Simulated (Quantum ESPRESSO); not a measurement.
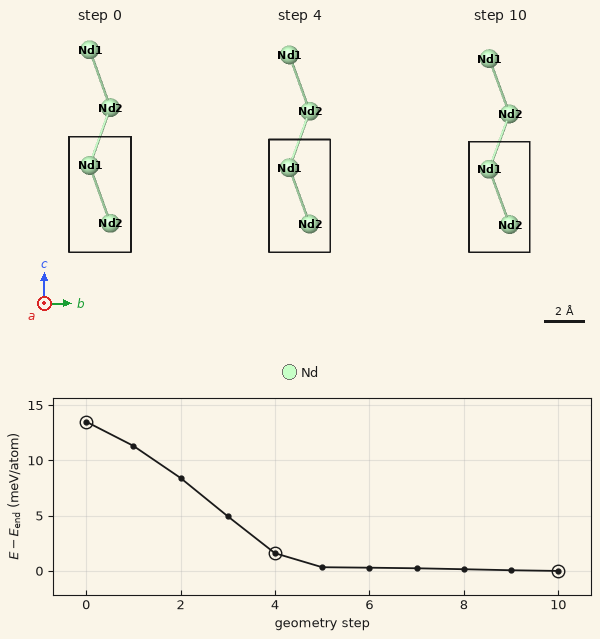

Frames of a relaxation of solid Nd (set up in P6_3/mmc), marked on the history of the run. The picture is a ball-and-stick view of the cell of the calculation, repeated 1 × 1 × 2 with one cell outlined, seen along the a axis.

The run lets cell and atoms move.

The calculation used Kohn-Sham DFT of a periodic cell, PBE with D3(BJ), SSSP 1.3 efficiency PBE (Quantum ESPRESSO).

Input file:
```
&CONTROL
  calculation = 'vc-relax'
  prefix = 'pwscf'
  outdir = './tmp'
  pseudo_dir = './pseudo'
  tprnfor = .true.
  tstress = .true.
  disk_io = 'low'
  nstep = 40
  forc_conv_thr = 0.0004
  etot_conv_thr = 1d-05
/
&SYSTEM
  ibrav = 0
  A = 3.657
  nat = 2
  ntyp = 1
  ecutwfc = 55
  ecutrho = 440
  nbnd = 24
  occupations = 'smearing'
  smearing = 'fd'
  degauss = 0.00367493
  nspin = 2
  starting_magnetization(1) = 0.2143
  vdw_corr = 'grimme-d3'
  dftd3_version = 4
/
&ELECTRONS
  conv_thr = 4d-10
  electron_maxstep = 120
  mixing_beta = 0.3
/
&IONS
  ion_dynamics = 'bfgs'
/
&CELL
  cell_dynamics = 'bfgs'
  press = 0
  press_conv_thr = 0.3
/
ATOMIC_SPECIES
Nd   144.2420 Nd.paw.z_14.atompaw.wentzcovitch.v1.2.upf
CELL_PARAMETERS alat
   1.0000000000    0.0000000000    0.0000000000
  -0.5000000000    0.8660254038    0.0000000000
   0.0000000000    0.0000000000    1.6138911676
ATOMIC_POSITIONS alat
Nd     0.5000000000    0.2886751346    1.2104183757
Nd     0.0000000000    0.5773502692    0.4034727919
K_POINTS automatic
8 8 5 0 0 0
```

Launched with:
```bash
OMP_NUM_THREADS=1 pw.x -in pw.in > pw.out
```

Question: What happens along the run?

Answer: Over 10 geometry steps the energy falls by 13.5 meV per atom. All forces vanish by symmetry, so only the cell relaxes. The pressure goes from −1.43 to 0.01 GPa. No atom moves by more than 0.005 Å relative to the cell. The drawn cell changes as follows: a = b 3.657 → 3.589 Å (−1.8 %), c 5.902 → 5.644 Å (−4.4 %); the volume changes by −7.9 %. Near-neighbour distances that change, for instance: Nd1–Nd2 3.629 → 3.501 Å, Nd1–Nd1 3.657 → 3.589 Å. The space group stays P6_3/mmc (No. 194). Cost: 39 min on 1 thread of Intel(R) Xeon(R) 6975P-C (Granite Rapids), on a shared host, peak memory 0.81 GiB. From step 0 to 4: volume −5.6 %, energy −11.9 meV per atom. From step 4 to 10: volume −2.4 %, energy −1.6 meV per atom.
